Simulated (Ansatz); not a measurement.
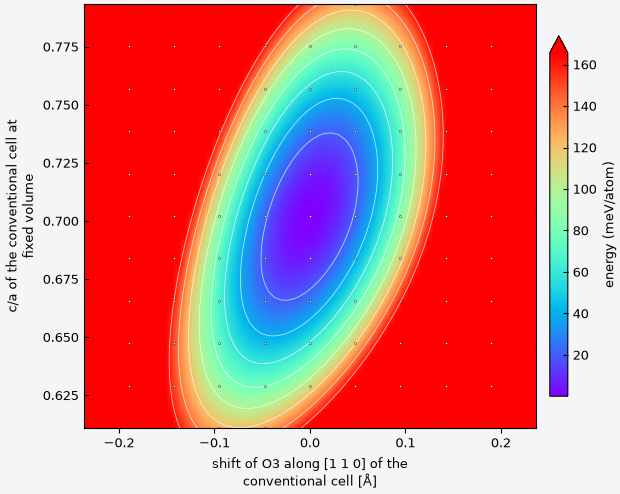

IrO₂ (P4_2/mnm, No. 136; 6 atoms in the cell). The energy is mapped over a free internal coordinate and the cell. The first coordinate is: shift of O3 along [1 1 0] of the conventional cell, Cartesian (0.71 0.71 0), its symmetry partners moved as symmetry demands (measured in the relaxed cell); the second: c/a of the conventional cell at fixed volume. Nothing is relaxed (all other coordinates fixed). The grid has 11 × 11 points. Points are written as (first, second). All energies are given in meV/atom relative to the lowest grid point. The runs have no spin polarisation; a magnetic state may lie lower. All numbers below come from DFT PBE, scalar-relativistic, plane waves, PAW (Ansatz). Settings: cutoff 520 eV, k-mesh 10×10×12 in the order of the run's cell vectors, gaussian smearing 0.15 eV, no spin polarisation.

The picture shows a smooth colour map with a few white contour lines, dots at the grid points, one colour for all values above the top of the scale. Between grid points the surface is interpolated.

Q: Where is the minimum, and how stiff is the well along each coordinate?

A: The interpolated minimum is at the first coordinate ≈ 0.000 Å, the second coordinate ≈ 0.702. The curvatures there are about 117 eV/Å² and 240 eV, with a cross term of about −77 eV/Å (per cell of 6 atoms). Round the minimum the valley is somewhat tilted: raising the first coordinate shifts the best value of the second coordinate upwards (coupling k₁₂/√(k₁₁k₂₂) about −0.5).

PAW datasets: the set soft_1.
